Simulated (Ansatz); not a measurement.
**What a change does: single-point calculation on Al**

System: Al (8 atoms in the cell).
Method of run 1: DFT r2SCAN, scalar-relativistic, plane waves, PAW, no spin polarisation (Ansatz 0.2.0).

The structure derives from a Materials Project entry. Text and figures count atoms from 1; the logs count them from 0 in places.

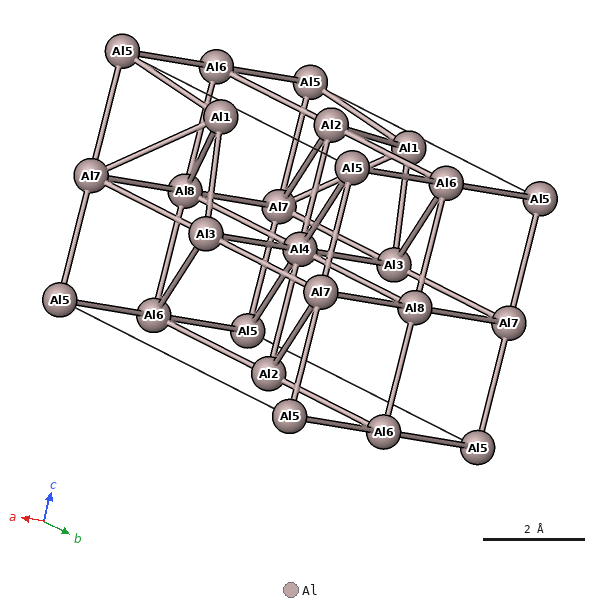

**Figure 1.** The structure as given in the input (ball-and-stick view of the cell of the calculation, seen at an oblique angle; atoms are numbered from 1 in the order of the input). An atom can appear more than once, as a periodic image.

### The input, run 1
```yaml
crystal:
  lattice:
    - [3.1887371512, 3.1887371512, -3.1887371512]
    - [-3.1887371512, -3.1887371512, -3.1887371512]
    - [-3.1887371512, 3.1887371512, 3.1887371512]
  atoms:
    - { symbol: Al, position: [0.0, 0.443551321, -0.056448679] }
    - { symbol: Al, position: [0.5, 0.5, 0.0] }
    - { symbol: Al, position: [0.0, 0.5, 0.5] }
    - { symbol: Al, position: [0.5, 0.5, 0.5] }
    - { symbol: Al, position: [0.0, 0.0, 0.0] }
    - { symbol: Al, position: [0.5, 0.0, 0.0] }
    - { symbol: Al, position: [0.0, 0.0, 0.5] }
    - { symbol: Al, position: [0.5, 0.0, 0.5] }
basis:
  ecutwfc: 500
kpoints:
  mp_grid: { grid: [14, 14, 14] }
hamiltonian:
  xc: r2scan
scf:
  occupations: { method: gaussian, width: 0.15 }
output:
  forces: true
  stress: true
  eigenvalues: true
```

Command:
```bash
ansatz run input.yaml --threads 1 --pin off --max-ram 2560MiB --backend cpu --events-out ev --progress --plain --runs-dir out
```

Hardware: 1 thread of Arm Neoverse V1, 24 GiB of memory available, shared host.

### Output, shortened to warnings, some set-up lines, iterations and results (run 1)
```
Basis set: ecut = 500 eV, 3319 PW (Γ), exchange–correlation on 180×180×180 points (64 copies of the dense FFT grid, shifted against one another)
Symmetry: 8 space group operations
k-points: 244 of 2744 (time reversal used)
Initial density: superposition of atomic densities (neutral atoms: chi_scale 0, normalization atom), corrected by the library's trained network
[...]
SCF iter   1: F=—  HF=-4322.020491 eV  |F-HF|=—  |Δ(HF+E_count)|=         —  Δρ=4.13e-3  dr2=2.57e-2  dr2_τ=3.59e-2  ethr=1.77e-3  ⟨swp⟩=7.5  Hψ=30093  notcnv=0  defer=4
SCF iter   2: F=—  HF=-4322.075963 eV  |F-HF|=—  |Δ(HF+E_count)|=   5.55e-2  Δρ=3.57e-3  dr2=1.89e-2  dr2_τ=4.25e-5  ethr=1.07e-4  ⟨swp⟩=2.0  Hψ=9771  notcnv=0  defer=9
SCF iter   3: F=—  HF=-4322.071127 eV  |F-HF|=—  |Δ(HF+E_count)|=   4.84e-3  Δρ=4.08e-4  dr2=1.85e-4  dr2_τ=1.18e-5  ethr=7.89e-5  ⟨swp⟩=1.0  Hψ=4419  notcnv=0  defer=9
SCF iter   4: F=—  HF=-4322.071192 eV  |F-HF|=—  |Δ(HF+E_count)|=   6.55e-5  Δρ=2.79e-4  dr2=1.14e-4  dr2_τ=1.90e-6  ethr=7.71e-7  ⟨swp⟩=2.0  Hψ=7234  notcnv=0  defer=9
SCF iter   5: F=—  HF=-4322.071137 eV  |F-HF|=—  |Δ(HF+E_count)|=   5.51e-5  Δρ=6.52e-5  dr2=5.35e-6  dr2_τ=9.54e-9  ethr=4.77e-7  ⟨swp⟩=2.0  Hψ=7365  notcnv=0  defer=9
SCF iter   6: F=—  HF=-4322.071145 eV  |F-HF|=—  |Δ(HF+E_count)|=   7.66e-6  Δρ=1.88e-5  dr2=4.52e-7  dr2_τ=7.59e-10  ethr=2.23e-8  ⟨swp⟩=1.0  Hψ=4419  notcnv=0  defer=9
SCF iter   7: F=-4322.071145 eV  HF=-4322.071145 eV  |F-HF|=9.49e-10  |Δ(HF+E_count)|=   1.24e-8  Δρ=3.37e-6  dr2=1.50e-8  dr2_τ=1.58e-11  ethr=4.17e-10  ⟨swp⟩=8.0  Hψ=19330  …
SCF 1 converged in 7 iterations: F = -4322.071145 eV  dr2 = 1.50e-8
SCF converged after 7 iterations
Free energy (F): -4322.071145 eV
Harris-Foulkes:  -4322.071145 eV  (|F-HF|=9.49e-10)
Internal energy: -4322.035790 eV  (E = F + TS)
E sigma→0 (E₀):  -4322.053467 eV
Entropy (-TS):   -0.035355 eV (-4.419 meV/atom)
Fermi energy:    8.152847 eV
--- Per-component energies (eV) ---
  E_band       = 81.503306
  E_kinetic    = 186.188013
  E_local      = 81.320517  (includes V_loc(G=0)·N_el)
  E_nonlocal   = 78.304668
  E_hartree    = 1.714872
  E_xc         = -294.422146
  E_vxc        = -250.358259  (∫ρ·V_xc dr)
  E_paw        = -3784.916458  (= ΣΔE_a)
  E_vpaw       = -27.359676  (= ΣTr[D̂ρ^β])
  E_aug_tail   = -0.000006  (compensation charges beyond the density's cutoff)
  E_vtau       = 9.978286  (kinetic-family band-sum trace: ∫τ·v_τ [+ j·A + Jᵃ·Aᵃ] dr)
  E_ewald      = -589.744386
  E_core_change = -0.480864  (= ΣΔE_core)
  E_smearing   = -0.035355  (= −TS)
  E_closure    = 0.000000  (closes the sum)
  Σ components = -4322.071145   (vs F -4322.071145, Δ=0.00e0)
--- Forces (eV/Å), atoms counted from 1 ---
  atom   1  Al    -1.84375319    -0.00000000     0.00000000
  atom   2  Al     0.39702393     0.58282955    -0.58282955
  atom   3  Al     0.39702393    -0.58282955    -0.58282955
  atom   4  Al     0.06261265     0.00000000     0.00000000
  atom   5  Al     0.39702393     0.58282955     0.58282955
  atom   6  Al     0.06261265     0.00000000     0.00000000
  atom   7  Al     0.13043297    -0.00000000    -0.00000000
  atom   8  Al     0.39702393    -0.58282955     0.58282955
  max |Σ_I F_I| component: 8.10e-7 eV/Å
--- Stress (GPa, compression-positive) ---
        0.589826      -0.000000       0.000000
       -0.000000       1.561556       0.000000
        0.000000       0.000000       1.561556
  P = ⅓ Tr σ = 1.2376 GPa (12.376 kbar)
```

Run 2 used a changed input.

### The two runs side by side

| quantity | run 1 | run 2 |
| --- | --- | --- |
| outcome | converged | converged |
| free energy per atom (eV) | −540.2589 | −540.2354 |
| energy per atom, smearing taken to zero (eV) | −540.2567 | −540.2331 |
| gap on the mesh (eV) | 0.00 | 0.00 |
| pressure (GPa) | 1.24 | 1.98 |
| largest force (eV/Å) | 1.844 | 2.334 |
| SCF iterations | 7 | 7 |
| irreducible k-points | 244 | 244 |
| plane waves at Γ | 3319 | 3319 |
| wall time (shared host) | 97 s | 98 s |

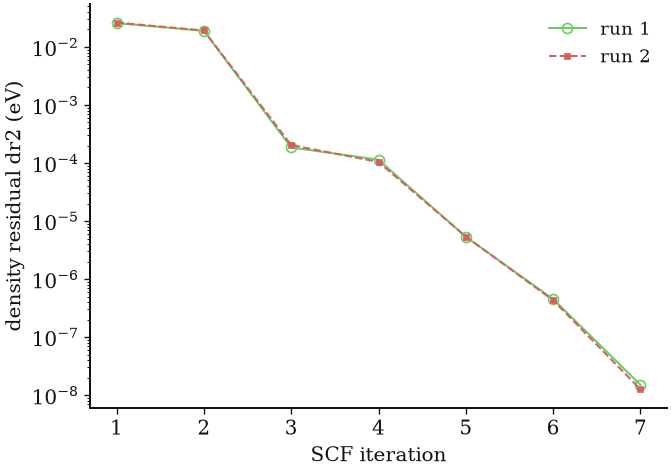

**Figure 2.** Convergence of the two runs: density residual dr2 against the SCF iteration. Run 1 takes 7 iterations in all, and run 2 takes 7.

What was changed in the input?

The change (lines with − go, lines with + come):
```diff
-    - { symbol: Al, position: [0.0, 0.443551321, -0.056448679] }
+    - { symbol: Al, position: [0.0, 0.5705608488, 0.0705608488] }
```

With the same functional and potentials, run 2 lies 23.5 meV per atom higher. The pressure goes from 1.24 to 1.98 GPa. The largest force goes from 1.844 to 2.334 eV/Å. The number of SCF iterations is the same.

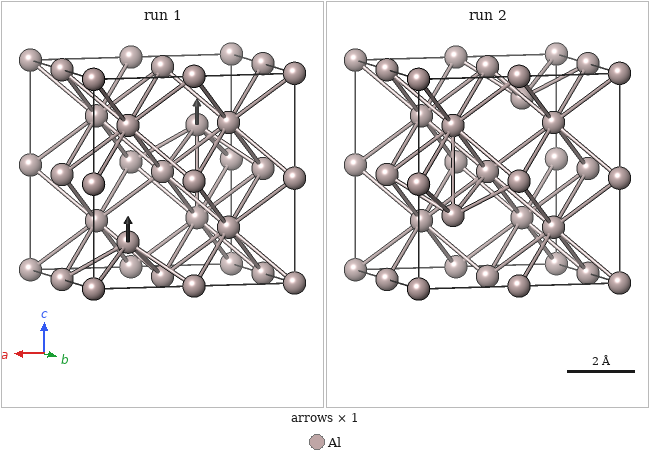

**Figure 3.** The two input geometries at one scale (ball-and-stick view of the cell 2 times as large as that of the calculation, set on its symmetry axes, seen at an oblique angle). The black arrows on the first give the shifts of the atoms relative to the cell, at true length. An Al atom moves most: 0.81 Å. The lattice vectors keep their values. Among the contacts that change: Al–Al 3.549 → 2.739 Å, Al–Al 2.829 → 3.639 Å, Al–Al 2.571 → 3.044 Å, Al–Al 2.984 → 2.529 Å.

### Output, shortened to warnings, some set-up lines, iterations and results (run 2)
```
Basis set: ecut = 500 eV, 3319 PW (Γ), exchange–correlation on 180×180×180 points (64 copies of the dense FFT grid, shifted against one another)
Symmetry: 8 space group operations
k-points: 244 of 2744 (time reversal used)
Initial density: superposition of atomic densities (neutral atoms: chi_scale 0, normalization atom), corrected by the library's trained network
[...]
SCF iter   1: F=—  HF=-4321.833051 eV  |F-HF|=—  |Δ(HF+E_count)|=         —  Δρ=4.15e-3  dr2=2.63e-2  dr2_τ=3.69e-2  ethr=1.77e-3  ⟨swp⟩=7.5  Hψ=30366  notcnv=0  defer=3
SCF iter   2: F=—  HF=-4321.888032 eV  |F-HF|=—  |Δ(HF+E_count)|=   5.50e-2  Δρ=3.58e-3  dr2=1.92e-2  dr2_τ=4.34e-5  ethr=1.10e-4  ⟨swp⟩=2.0  Hψ=9769  notcnv=0  defer=8
SCF iter   3: F=—  HF=-4321.883274 eV  |F-HF|=—  |Δ(HF+E_count)|=   4.76e-3  Δρ=4.18e-4  dr2=2.04e-4  dr2_τ=1.23e-5  ethr=7.98e-5  ⟨swp⟩=1.0  Hψ=4415  notcnv=0  defer=8
SCF iter   4: F=—  HF=-4321.883332 eV  |F-HF|=—  |Δ(HF+E_count)|=   5.90e-5  Δρ=2.67e-4  dr2=1.04e-4  dr2_τ=1.87e-6  ethr=8.49e-7  ⟨swp⟩=2.0  Hψ=7199  notcnv=0  defer=8
SCF iter   5: F=—  HF=-4321.883288 eV  |F-HF|=—  |Δ(HF+E_count)|=   4.48e-5  Δρ=6.51e-5  dr2=5.40e-6  dr2_τ=9.18e-9  ethr=4.35e-7  ⟨swp⟩=2.0  Hψ=7368  notcnv=0  defer=8
SCF iter   6: F=—  HF=-4321.883294 eV  |F-HF|=—  |Δ(HF+E_count)|=   6.35e-6  Δρ=1.82e-5  dr2=4.31e-7  dr2_τ=7.45e-10  ethr=2.25e-8  ⟨swp⟩=1.0  Hψ=4415  notcnv=0  defer=8
SCF iter   7: F=-4321.883294 eV  HF=-4321.883294 eV  |F-HF|=1.02e-9  |Δ(HF+E_count)|=   1.70e-8  Δρ=3.06e-6  dr2=1.26e-8  dr2_τ=1.32e-11  ethr=4.17e-10  ⟨swp⟩=8.2  Hψ=19406  …
SCF 1 converged in 7 iterations: F = -4321.883294 eV  dr2 = 1.26e-8
SCF converged after 7 iterations
Free energy (F): -4321.883294 eV
Harris-Foulkes:  -4321.883294 eV  (|F-HF|=1.02e-9)
Internal energy: -4321.847078 eV  (E = F + TS)
E sigma→0 (E₀):  -4321.865186 eV
Entropy (-TS):   -0.036216 eV (-4.527 meV/atom)
Fermi energy:    8.143465 eV
--- Per-component energies (eV) ---
  E_band       = 81.206931
  E_kinetic    = 186.665599
  E_local      = 79.369967  (includes V_loc(G=0)·N_el)
  E_nonlocal   = 78.616132
  E_hartree    = 2.298173
  E_xc         = -294.555935
  E_vxc        = -250.548937  (∫ρ·V_xc dr)
  E_paw        = -3785.056416  (= ΣΔE_a)
  E_vpaw       = -27.491930  (= ΣTr[D̂ρ^β])
  E_aug_tail   = -0.000006  (compensation charges beyond the density's cutoff)
  E_vtau       = 9.999750  (kinetic-family band-sum trace: ∫τ·v_τ [+ j·A + Jᵃ·Aᵃ] dr)
  E_ewald      = -588.703728
  E_core_change = -0.480864  (= ΣΔE_core)
  E_smearing   = -0.036216  (= −TS)
  E_closure    = -0.000000  (closes the sum)
  Σ components = -4321.883294   (vs F -4321.883294, Δ=0.00e0)
--- Forces (eV/Å), atoms counted from 1 ---
  atom   1  Al     2.33407619     0.00000000    -0.00000000
  atom   2  Al    -0.48143277    -0.73615743     0.73615743
  atom   3  Al    -0.48143277     0.73615743     0.73615743
  atom   4  Al    -0.07725755    -0.00000000    -0.00000000
  atom   5  Al    -0.48143277    -0.73615743    -0.73615743
  atom   6  Al    -0.07725755    -0.00000000    -0.00000000
  atom   7  Al    -0.25383463     0.00000000     0.00000000
  atom   8  Al    -0.48143277     0.73615743    -0.73615743
  max |Σ_I F_I| component: 4.63e-6 eV/Å
--- Stress (GPa, compression-positive) ---
        1.044253      -0.000000       0.000000
       -0.000000       2.443076      -0.000000
        0.000000      -0.000000       2.443076
  P = ⅓ Tr σ = 1.9768 GPa (19.768 kbar)
```
